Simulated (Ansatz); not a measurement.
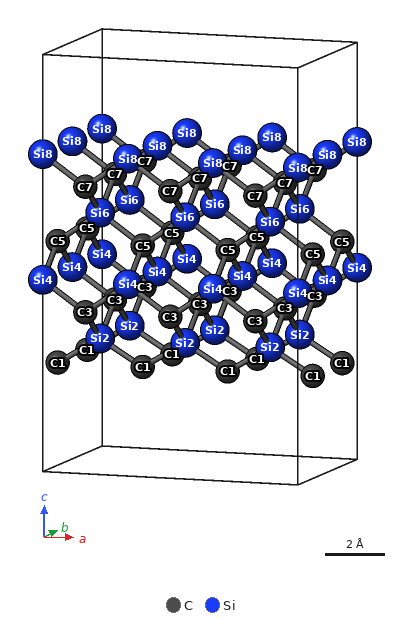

Figure 1. The structure (ball-and-stick view of the 3 × 2 repeat of the cell, with the vacuum cut short, seen slightly off an axis; atoms are numbered from 1 in the order of the input). An atom can appear more than once, as a periodic image. Near neighbours in the periodic cell (some may lie outside the picture): C has 2 Si at 1.79 Å; Si has 4 C at 1.79 to 1.91 Å; C has 4 Si at 1.86 to 1.91 Å; Si has 2 C at 1.86 Å.

# What a change does: single-point calculation on SiC

System: SiC (slab, 8 atoms in the cell).
Method of run A: DFT PBEsol, scalar-relativistic, plane waves, PAW, no spin polarisation (Ansatz 0.2.0).

The structure derives from an entry of the Crystallography Open Database. Text and figures count atoms from 1; the logs count them from 0 in places.

**Input, run A**
```yaml
crystal:
  lattice:
    - [3.0806203186, 0.0, 0.0]
    - [0.0, 3.0806203186, 0.0]
    - [0.0, 0.0, 35.4753561983]
  atoms:
    - { symbol: C, position: [-5.9266e-06, 0.5000046769, 0.2153382748] }
    - { symbol: Si, position: [0.4999940583, 0.5000048011, 0.2410461685] }
    - { symbol: C, position: [0.4999940436, 4.794e-06, 0.2728104698] }
    - { symbol: Si, position: [-5.9374e-06, 4.8711e-06, 0.3022640448] }
    - { symbol: C, position: [-5.9013e-06, 0.5000049264, 0.3338786644] }
    - { symbol: Si, position: [0.4999939593, 0.5000051158, 0.3637431573] }
    - { symbol: C, position: [0.499993865, 5.2425e-06, 0.3953497079] }
    - { symbol: Si, position: [-6.2559e-06, 5.3862e-06, 0.4249281992] }
basis:
  ecutwfc: 420
kpoints:
  mp_grid: { grid: [11, 11, 1] }
hamiltonian:
  xc: pbesol
scf:
  occupations: { method: gaussian, width: 0.1 }
output:
  forces: true
  stress: true
  eigenvalues: true
  write_density: true
  write_potential: true
  elf: true
  volumetric_format: npy
efield:
  axis: 3
  dipole_correction: true
  ramp_width: 0.04
```

Launched with:
```bash
ansatz run input.yaml --threads 4 --pin off --max-ram 10240MiB --backend cpu --events-out ev --progress --plain --runs-dir out
```

Hardware: 4 threads of Intel Xeon @ 2.50GHz (Skylake/Cascade Lake), 32 GiB of memory available, shared host.

**Output, shortened to warnings, some set-up lines, iterations and results (run A)**
```
Warning: the atoms were moved onto the symmetric positions of the space group found under crystal.symmetry.tolerance 1.0e-5 (fractional; no operation is sought that the atoms, as they stand in a round, miss by more than twice it, and no atom is moved by as much as it), and the run uses the moved positions. Before a round's move an operation carried an atom to 2.94e-6 Å from where it should land, …
WARN: The output density's exchange-correlation potential varies sharply where the density is thin. Do not read a vacuum level from v_tot or v_xc, or from such a field of the output density. On a cell that repeats whose density bears no net charge and no dipole along the vacuum's axis use v_es (v_loc + v_h of the components); under efield.dipole_correction with no amplitude use v_es + v_field, …
Basis set: ecut = 420 eV, 6631 PW (Γ), exchange–correlation on 48×48×480 points (8 copies of the dense FFT grid, shifted against one another)
Symmetry: 4 space group operations
k-points: 36 of 121
Initial density: superposition of atomic densities (neutral atoms: chi_scale 0, normalization atom), corrected by the library's trained network
[...]
SCF iter   1: F=—  HF=-3468.635074 eV  |F-HF|=—  |Δ(HF+E_count)|=         —  Δρ=5.54e-3  dr2=1.02e0  ethr=1.77e-3  p=0.058 e·Å  D=3.11e-2 V/Å  ΔV_dip=-1.10 eV  …
SCF iter   2: F=—  HF=-3468.590072 eV  |F-HF|=—  |Δ(HF+E_count)|=   4.50e-2  Δρ=1.98e-3  dr2=6.72e-2  ethr=1.77e-3  p=0.063 e·Å  D=3.39e-2 V/Å  ΔV_dip=-1.20 eV  …
SCF iter   3: F=—  HF=-3468.590490 eV  |F-HF|=—  |Δ(HF+E_count)|=   4.18e-4  Δρ=8.19e-4  dr2=1.32e-2  ethr=2.10e-4  p=0.065 e·Å  D=3.48e-2 V/Å  ΔV_dip=-1.23 eV  …
SCF iter   4: F=—  HF=-3468.590046 eV  |F-HF|=—  |Δ(HF+E_count)|=   4.44e-4  Δρ=2.44e-4  dr2=1.88e-3  ethr=4.12e-5  p=0.067 e·Å  D=3.60e-2 V/Å  ΔV_dip=-1.28 eV  …
SCF iter   5: F=—  HF=-3468.590000 eV  |F-HF|=—  |Δ(HF+E_count)|=   4.65e-5  Δρ=1.04e-4  dr2=1.54e-4  ethr=5.89e-6  p=0.068 e·Å  D=3.68e-2 V/Å  ΔV_dip=-1.30 eV  …
SCF iter   6: F=—  HF=-3468.589998 eV  |F-HF|=—  |Δ(HF+E_count)|=   1.78e-6  Δρ=5.40e-5  dr2=2.33e-5  ethr=4.80e-7  p=0.069 e·Å  D=3.73e-2 V/Å  ΔV_dip=-1.32 eV  …
SCF iter   7: F=—  HF=-3468.590032 eV  |F-HF|=—  |Δ(HF+E_count)|=   3.34e-5  Δρ=2.84e-5  dr2=5.50e-6  ethr=7.29e-8  p=0.070 e·Å  D=3.74e-2 V/Å  ΔV_dip=-1.33 eV  …
SCF iter   8: F=—  HF=-3468.590033 eV  |F-HF|=—  |Δ(HF+E_count)|=   1.91e-6  Δρ=1.26e-5  dr2=8.23e-7  ethr=1.72e-8  p=0.070 e·Å  D=3.75e-2 V/Å  ΔV_dip=-1.33 eV  …
SCF iter   9: F=—  HF=-3468.590034 eV  |F-HF|=—  |Δ(HF+E_count)|=   8.03e-7  Δρ=4.72e-6  dr2=1.80e-7  ethr=2.57e-9  p=0.070 e·Å  D=3.75e-2 V/Å  ΔV_dip=-1.33 eV  …
SCF iter  10: F=-3468.590034 eV  HF=-3468.590034 eV  |F-HF|=6.01e-8  |Δ(HF+E_count)|=   9.61e-8  Δρ=1.84e-6  dr2=1.65e-8  ethr=3.13e-10  p=0.070 e·Å  D=3.75e-2 V/Å  …
SCF 1 converged in 10 iterations: F = -3468.590034 eV  dr2 = 1.65e-8
WARN: The output density's exchange-correlation potential varies sharply where the density is thin. Do not read a vacuum level from v_tot or v_xc, or from such a field of the output density. On a cell that repeats whose density bears no net charge and no dipole along the vacuum's axis use v_es …
SCF converged after 10 iterations
Free energy (F): -3468.590034 eV
Harris-Foulkes:  -3468.590034 eV  (|F-HF|=6.01e-8)
Internal energy: -3468.571612 eV  (E = F + TS)
E sigma→0 (E₀):  -3468.580823 eV
Entropy (-TS):   -0.018422 eV (-2.303 meV/atom)
Fermi energy:    -2.396031 eV
Dipole field:    D = 0.037506 V/Å  (p = 0.069782 e·Å, saw-weighted, corrected)
Work function:   Φ+ = 5.7433 eV   Φ− = 7.0739 eV
[...]
```

The input of run B differs as follows (lines with − go, lines with + come):
```diff
+  dispersion: d3bj
-  write_density: true
-  write_potential: true
-  elf: true
-  volumetric_format: npy
```

Predict how the results change.

The total energies belong to different models, so their difference says nothing on which is more stable or more accurate. The largest force goes from 0.918 to 0.969 eV/Å. The number of SCF iterations is the same.

**Output, shortened to warnings, some set-up lines, iterations and results (run B)**
```
Warning: the atoms were moved onto the symmetric positions of the space group found under crystal.symmetry.tolerance 1.0e-5 (fractional; no operation is sought that the atoms, as they stand in a round, miss by more than twice it, and no atom is moved by as much as it), and the run uses the moved positions. Before a round's move an operation carried an atom to 2.94e-6 Å from where it should land, …
WARN: dispersion: an atom stands within reach of a switch of its C6 between two reference coordination numbers of its element: through that C6 alone, e_disp changes by 0.025 eV or more while the distances to its neighbours run over a stretch of 0.05 Å that contains this geometry (sites counted from 0 in the run's list of atoms or, in a supercell that it derives, in that cell's: here a list of 8) …
Basis set: ecut = 420 eV, 6631 PW (Γ), exchange–correlation on 48×48×480 points (8 copies of the dense FFT grid, shifted against one another)
Symmetry: 4 space group operations
k-points: 36 of 121
Initial density: superposition of atomic densities (neutral atoms: chi_scale 0, normalization atom), corrected by the library's trained network
[...]
SCF iter   1: F=—  HF=-3470.106027 eV  |F-HF|=—  |Δ(HF+E_count)|=         —  Δρ=5.54e-3  dr2=1.02e0  ethr=1.77e-3  p=0.058 e·Å  D=3.11e-2 V/Å  ΔV_dip=-1.10 eV  …
SCF iter   2: F=—  HF=-3470.061025 eV  |F-HF|=—  |Δ(HF+E_count)|=   4.50e-2  Δρ=1.98e-3  dr2=6.72e-2  ethr=1.77e-3  p=0.063 e·Å  D=3.39e-2 V/Å  ΔV_dip=-1.20 eV  …
SCF iter   3: F=—  HF=-3470.061443 eV  |F-HF|=—  |Δ(HF+E_count)|=   4.18e-4  Δρ=8.19e-4  dr2=1.32e-2  ethr=2.10e-4  p=0.065 e·Å  D=3.48e-2 V/Å  ΔV_dip=-1.23 eV  …
SCF iter   4: F=—  HF=-3470.061000 eV  |F-HF|=—  |Δ(HF+E_count)|=   4.44e-4  Δρ=2.44e-4  dr2=1.88e-3  ethr=4.12e-5  p=0.067 e·Å  D=3.60e-2 V/Å  ΔV_dip=-1.28 eV  …
SCF iter   5: F=—  HF=-3470.060953 eV  |F-HF|=—  |Δ(HF+E_count)|=   4.65e-5  Δρ=1.04e-4  dr2=1.54e-4  ethr=5.89e-6  p=0.068 e·Å  D=3.68e-2 V/Å  ΔV_dip=-1.30 eV  …
SCF iter   6: F=—  HF=-3470.060951 eV  |F-HF|=—  |Δ(HF+E_count)|=   1.78e-6  Δρ=5.40e-5  dr2=2.33e-5  ethr=4.80e-7  p=0.069 e·Å  D=3.73e-2 V/Å  ΔV_dip=-1.32 eV  …
SCF iter   7: F=—  HF=-3470.060985 eV  |F-HF|=—  |Δ(HF+E_count)|=   3.34e-5  Δρ=2.84e-5  dr2=5.50e-6  ethr=7.29e-8  p=0.070 e·Å  D=3.74e-2 V/Å  ΔV_dip=-1.33 eV  …
SCF iter   8: F=—  HF=-3470.060987 eV  |F-HF|=—  |Δ(HF+E_count)|=   1.91e-6  Δρ=1.26e-5  dr2=8.23e-7  ethr=1.72e-8  p=0.070 e·Å  D=3.75e-2 V/Å  ΔV_dip=-1.33 eV  …
SCF iter   9: F=—  HF=-3470.060987 eV  |F-HF|=—  |Δ(HF+E_count)|=   8.03e-7  Δρ=4.72e-6  dr2=1.80e-7  ethr=2.57e-9  p=0.070 e·Å  D=3.75e-2 V/Å  ΔV_dip=-1.33 eV  …
SCF iter  10: F=-3470.060988 eV  HF=-3470.060988 eV  |F-HF|=6.01e-8  |Δ(HF+E_count)|=   9.61e-8  Δρ=1.84e-6  dr2=1.65e-8  ethr=3.13e-10  p=0.070 e·Å  D=3.75e-2 V/Å  …
SCF 1 converged in 10 iterations: F = -3470.060988 eV  dr2 = 1.65e-8
SCF converged after 10 iterations
Free energy (F): -3470.060988 eV
Harris-Foulkes:  -3470.060988 eV  (|F-HF|=6.01e-8)
Internal energy: -3470.042565 eV  (E = F + TS)
E sigma→0 (E₀):  -3470.051776 eV
Entropy (-TS):   -0.018422 eV (-2.303 meV/atom)
Fermi energy:    -2.396031 eV
Dipole field:    D = 0.037506 V/Å  (p = 0.069782 e·Å, saw-weighted, corrected)
Work function:   Φ+ = 5.7433 eV   Φ− = 7.0739 eV
Levels:          The Fermi level and band energies are counted from a zero that moves with the ramp; work functions are not
--- Per-component energies (eV) ---
  E_band       = -266.315676
  E_kinetic    = 527.147475
  E_local      = -33342.801057  (includes V_loc(G=0)·N_el)
  E_nonlocal   = 209.962073
  E_hartree    = 16401.476428
  E_xc         = -412.093157
  E_vxc        = -428.003570  (∫ρ·V_xc dr)
  E_paw        = -2376.068059  (= ΣΔE_a)
  E_vpaw       = -35.635846  (= ΣTr[D̂ρ^β])
  E_aug_tail   = 0.000053  (compensation charges beyond the density's cutoff)
  E_efield     = 0.001309  (sawtooth field / dipole correction)
  E_vefield    = 0.064925  (∫n·V_field dr)
  E_ewald      = 15523.592678
  E_disp       = -1.470953  (pairwise vdW)
  E_core_change = 0.210645  (= ΣΔE_core)
  E_smearing   = -0.018422  (= −TS)
  E_closure    = 0.000000  (closes the sum)
  Σ components = -3470.060988   (vs F -3470.060988, Δ=0.00e0)
--- Forces (eV/Å), atoms counted from 1 ---
  atom   1  C      0.00000000     0.00000000     0.01056369
  atom   2  Si     0.00000000     0.00000000     0.15041232
  atom   3  C      0.00000000     0.00000000    -0.16867218
  atom   4  Si     0.00000000     0.00000000     0.35538471
  atom   5  C      0.00000000     0.00000000    -0.34720961
  atom   6  Si     0.00000000     0.00000000     0.06952173
  atom   7  C      0.00000000     0.00000000    -0.96948164
  atom   8  Si     0.00000000     0.00000000     0.89938666
  max |Σ_I F_I| component: 9.43e-5 eV/Å
--- Stress (GPa, compression-positive) ---
        2.116817       0.000000       0.000000
        0.000000      -3.212233       0.000000
        0.000000       0.000000       0.137391
  P = ⅓ Tr σ = -0.3193 GPa (-3.193 kbar)
```

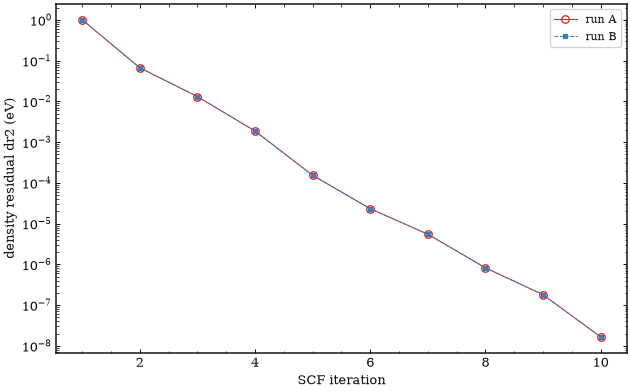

Figure 2. Convergence of the two runs: density residual dr2 against the SCF iteration. Run A takes 10 iterations in all, and run B takes 10.

**The two runs side by side**

| quantity | run A | run B |
| --- | --- | --- |
| outcome | converged | converged |
| free energy per atom (eV) | −433.5738 | −433.7576 |
| energy per atom, smearing taken to zero (eV) | −433.5726 | −433.7565 |
| gap on the mesh (eV) | 0.00 | 0.00 |
| work function (eV) | 5.74 | – |
| largest force (eV/Å) | 0.918 | 0.969 |
| SCF iterations | 10 | 10 |
| irreducible k-points | 36 | 36 |
| plane waves at Γ | 6631 | 6631 |
| wall time (shared host) | 17 s | 13 s |

For run A: Warnings: the structure was made exactly symmetric; the exchange-correlation potential is rough where the density is thin. For run B: Warnings: the structure was made exactly symmetric.
